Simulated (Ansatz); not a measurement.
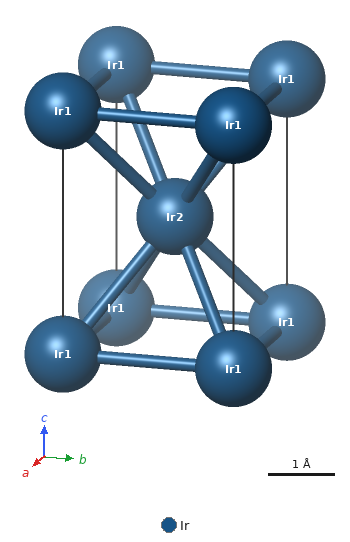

Fig. 1: The structure (ball-and-stick view of the reduced cell, seen slightly off an axis; atoms are numbered from 1 in the order of the input). Near neighbours in the crystal (not all of them lie inside the picture): Ir has 12 Ir at 2.72 Å.

Run report: Ir, single-point calculation

- system: Ir (2 atoms in the cell)
- method: DFT, r2SCAN, plane waves, PAW, no spin polarisation (Ansatz 0.2.0)

The structure derives from a Materials Project entry. Figures and captions count atoms from 1; the log counts them from 0 in places.

The input
```yaml
crystal:
  lattice:
    - [3.8492788677, 0.0, -1.0e-10]
    - [0.0, 3.8492788677, 0.0]
    - [-1.9246394338, 0.0, 1.9198889802]
  atoms:
    - { symbol: Ir, position: [0.0, 0.0, 0.0] }
    - { symbol: Ir, position: [0.5, 0.5, 0.0] }
kpoints:
  mp_grid: { grid: [9, 9, 18] }
hamiltonian:
  xc: r2scan
scf:
  occupations: { method: tetrahedron }
  convergence: { dr2_threshold: 1.0e-11 }
output:
  forces: true
  eigenvalues: true
  stress: true
accuracy: high
```

Hardware: 8 threads of Intel Xeon @ 2.70GHz, 189 GiB of memory available, shared host.

Launch command:
```bash
ansatz run input.yaml --threads 8 --pin off --max-ram 20480MiB --backend cpu --events-out ev --progress --plain --runs-dir out
```

Output
```
Warning: output.forces, output.stress, relax.cell or npt_langevin: where a Kohn–Sham band that disperses or a degenerate level is filled in part under the method tetrahedron, the forces or the stress that this run publishes need not agree with its energy (scf.occupations.method in the input reference, under Limitations); prefer a smearing scheme for the forces or the stress
Engine: ansatz 0.2.0, x86_64-unknown-linux-gnu
Pseudopotentials: kind: paw
Pseudopotential: Ir, paw, valence charge 17, recommended cutoff 500 eV (meta_gga), Ir.paw.azcp
Functional definition: r2SCAN
  parameter k0 = 0.174
  parameter k1 = 0.065
  parameter a1 = 4.9479
  exchange = r2scan_x(k0 = k0, k1 = k1, a1 = a1)
  correlation = r2scan_c
Crystal: 2 atoms, lattice volume = 28.447 Å³
Basis set: ecut = 500 eV, 699 PW (Γ), exchange–correlation on 180×180×120 points (125 copies of the dense FFT grid, shifted against one another)
Bands: 21, of which v1, the nominal top of the filled ones, is band 17 counted from 1 (16 counted from 0)
Symmetry: 16 space group operations
Space group: I4/mmm (ITA 139), of the structure as read, at distance tolerance 3.1e-5 Å
k-points: 250 of 1458
Non-local potential: Ir, projectors of the file, l = 0: 3, l = 1: 2, l = 2: 2, l = 3: 1
PAW form: soft (Blöchl's): semilocal exchange-correlation on the pseudo side does not see the compensation charge
PAW frozen core: Ir, regenerated for the run's functional (the file was generated under x = pbe(κ = 0.804, μ = 0.2195149727645171), c = pbe(β = 0.06672455060314922))
PAW one-centre angular grid: Ir, 590 points (default); XC on 160 Gauss nodes
Initial density: superposition of atomic densities (neutral atoms: chi_scale 0, normalization atom), corrected by the library's trained network
Initial wavefunctions: pseudopotential atomic-orbital guess
Functional: x = r2scan, c = r2scan; τ floored in thin density (d = 2e-4 eV/Å³)
SCF iter   1: F=—  HF=-23897.389501 eV  |F-HF|=—  |Δ(HF+E_count)|=         —  Δρ=1.09e-2  dr2=1.38e-2  dr2_τ=7.35e-2  ethr=1.77e-3  ⟨swp⟩=5.2  Hψ=21436  notcnv=0
preconditioner: auto → none  [metal: no gap  n_scr=6 (ndim 8)  ℏωp=29.5 eV  f_vac=0.000  sad-step TF]
SCF iter   2: F=—  HF=-23897.443934 eV  |F-HF|=—  |Δ(HF+E_count)|=   5.44e-2  Δρ=6.65e-3  dr2=5.42e-3  dr2_τ=6.89e-4  ethr=4.07e-5  ⟨swp⟩=2.0  Hψ=10476  notcnv=0  defer=24
SCF iter   3: F=—  HF=-23897.444536 eV  |F-HF|=—  |Δ(HF+E_count)|=   6.02e-4  Δρ=9.57e-4  dr2=2.07e-4  dr2_τ=5.46e-5  ethr=1.59e-5  ⟨swp⟩=2.0  Hψ=8452  notcnv=0  defer=24
SCF iter   4: F=—  HF=-23897.444593 eV  |F-HF|=—  |Δ(HF+E_count)|=   5.70e-5  Δρ=1.43e-4  dr2=2.67e-6  dr2_τ=1.78e-6  ethr=6.08e-7  ⟨swp⟩=2.1  Hψ=8562  notcnv=0  defer=24
SCF iter   5: F=—  HF=-23897.444589 eV  |F-HF|=—  |Δ(HF+E_count)|=   4.27e-6  Δρ=6.22e-5  dr2=6.37e-7  dr2_τ=1.11e-7  ethr=7.86e-9  ⟨swp⟩=2.6  Hψ=9759  notcnv=0  defer=24
SCF iter   6: F=—  HF=-23897.444592 eV  |F-HF|=—  |Δ(HF+E_count)|=   3.11e-6  Δρ=1.71e-5  dr2=5.39e-8  dr2_τ=3.04e-9  ethr=1.87e-9  ⟨swp⟩=2.0  Hψ=8461  notcnv=0  defer=24
SCF iter   7: F=—  HF=-23897.444593 eV  |F-HF|=—  |Δ(HF+E_count)|=   7.72e-7  Δρ=4.69e-6  dr2=3.94e-9  dr2_τ=2.27e-10  ethr=1.58e-10  ⟨swp⟩=2.3  Hψ=8521  notcnv=0  defer=25
SCF iter   8: F=—  HF=-23897.444593 eV  |F-HF|=—  |Δ(HF+E_count)|=   2.27e-7  Δρ=1.31e-6  dr2=2.75e-10  dr2_τ=2.56e-11  ethr=1.16e-11  ⟨swp⟩=2.5  Hψ=8844  notcnv=0  defer=25
SCF iter   9: F=-23897.444593 eV  HF=-23897.444593 eV  |F-HF|=7.28e-12  |Δ(HF+E_count)|=   7.75e-8  Δρ=8.41e-8  dr2=6.65e-13  dr2_τ=1.12e-13  ethr=1.00e-12  ⟨swp⟩=4.2  Hψ=27968  notcnv=0
SCF 1 converged in 9 iterations: F = -23897.444593 eV  dr2 = 6.65e-13
  greatest PAW one-centre occupation: 1.000 electrons in one spin orbital (limit 2), on the Ir atom at site 1 (counted from 0), in its partial waves of l = 0
SCF converged after 9 iterations
Stability not checked: this state was not tested for a lower state beside it, because cold or Methfessel-Paxton smearing, or corrected tetrahedra, fill the levels in a way that the test cannot read (fill_not_monotonic; see scf.lower_state_search)
Free energy (F): -23897.444593 eV
Harris-Foulkes:  -23897.444593 eV  (|F-HF|=7.28e-12)
Internal energy: -23897.444062 eV  (E = F + TS)
E sigma→0 (E₀):  -23897.444593 eV
Entropy (-TS):   -0.000531 eV (-0.265 meV/atom)
Fermi energy:    25.374326 eV
--- Per-component energies (eV) ---
  E_band       = -206.555551
  E_kinetic    = 1246.785614
  E_local      = -2144.443486  (includes V_loc(G=0)·N_el)
  E_nonlocal   = 147.795381
  E_hartree    = 824.161089
  E_xc         = -510.919024
  E_vxc        = -667.110424  (∫ρ·V_xc dr)
  E_paw        = -18499.360818  (= ΣΔE_a)
  E_vpaw       = -479.313303  (= ΣTr[D̂ρ^β])
  E_aug_tail   = -0.000033  (compensation charges beyond the density's cutoff)
  E_vtau       = 41.408489  (kinetic-family band-sum trace: ∫τ·v_τ [+ j·A + Jᵃ·Aᵃ] dr)
  E_ewald      = -4960.828998
  E_core_change = -0.633787  (= ΣΔE_core)
  E_smearing   = -0.000531  (= −TS)
  E_closure    = -0.000000  (closes the sum)
  Σ components = -23897.444593   (vs F -23897.444593, Δ=0.00e0)
--- Forces (eV/Å), atoms counted from 1 ---
  atom   1  Ir    -0.00000000    -0.00000000     0.00000000
  atom   2  Ir    -0.00000000     0.00000000     0.00000000
  max |Σ_I F_I| component: 2.52e-29 eV/Å
--- Stress (GPa, compression-positive) ---
       -0.916030      -0.000000       0.000000
       -0.000000      -0.882979       0.000000
        0.000000       0.000000       0.038986
  P = ⅓ Tr σ = -0.5867 GPa (-5.867 kbar)
--- Band table (eV; the first three rows and the last of 250) ---
  k-point 0: bands = ["-69.5262", "-69.4290", "-26.1450", "-25.6692", "-25.6667", "-25.3622", "-25.3598", "-25.3595", "13.9537", "17.2633", "17.8399", "21.4200", "21.4217", "21.4551", "24.1002", "24.1430", "26.2421", "26.9543", "26.9872", "27.1558", "36.4282"]
  k-point 1: bands = ["-69.5233", "-69.4290", "-26.1309", "-25.6816", "-25.6702", "-25.3853", "-25.3717", "-25.3690", "14.1466", "17.4109", "17.9700", "21.3059", "21.5267", "21.5284", "23.9758", "24.1563", "25.3362", "25.9818", "26.9550", "28.8817", "35.6783"]
  k-point 2: bands = ["-69.5148", "-69.4289", "-26.0901", "-25.7244", "-25.6727", "-25.4582", "-25.3990", "-25.3963", "14.7074", "17.8268", "18.3575", "20.8982", "21.8443", "21.8460", "23.5175", "23.7202", "24.3203", "25.2713", "26.9567", "30.7093", "34.8036"]
  k-point 249: bands = ["-69.4623", "-69.4523", "-25.9605", "-25.9194", "-25.7141", "-25.6480", "-25.4894", "-25.4539", "18.3343", "18.9698", "20.1844", "20.1864", "20.5649", "21.0784", "22.7794", "23.0501", "23.5413", "24.1438", "27.4585", "28.4028", "37.5651"]
```

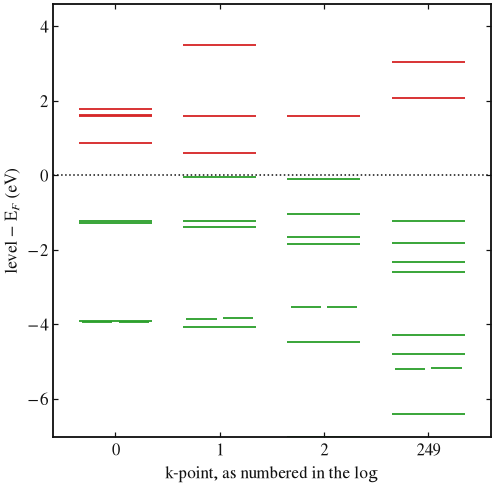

Fig. 2: Kohn–Sham levels near the Fermi level (dotted) at the few k-points that the log prints; levels within 0.02 eV of each other stand side by side. The system is metallic on the full mesh.

Summary

| quantity | value |
| --- | --- |
| outcome | converged |
| space group (tolerance 0.01 Å) | I4/mmm (139) |
| electrons treated | 34 |
| free energy | −23897.4446 eV |
| Fermi energy | 25.374 eV |
| gap on the k-point mesh | none (metallic) |
| pressure | −0.59 GPa |
| largest force (length of the vector) | under 0.001 eV/Å |
| wall time | 3.8 s (CPU time 23 s) |
| peak memory | 0.76 GiB |

Settings chosen away from the usual ones: scf.convergence.dr2_threshold set to 1e-11; accuracy set to high; scf.occupations.width removed; scf.occupations.method set to tetrahedron (from gaussian); basis.ecutwfc removed. The program warns: forces and stress from tetrahedron occupations may miss the slope of the energy. Spin–orbit coupling is left out, which matters for Ir.
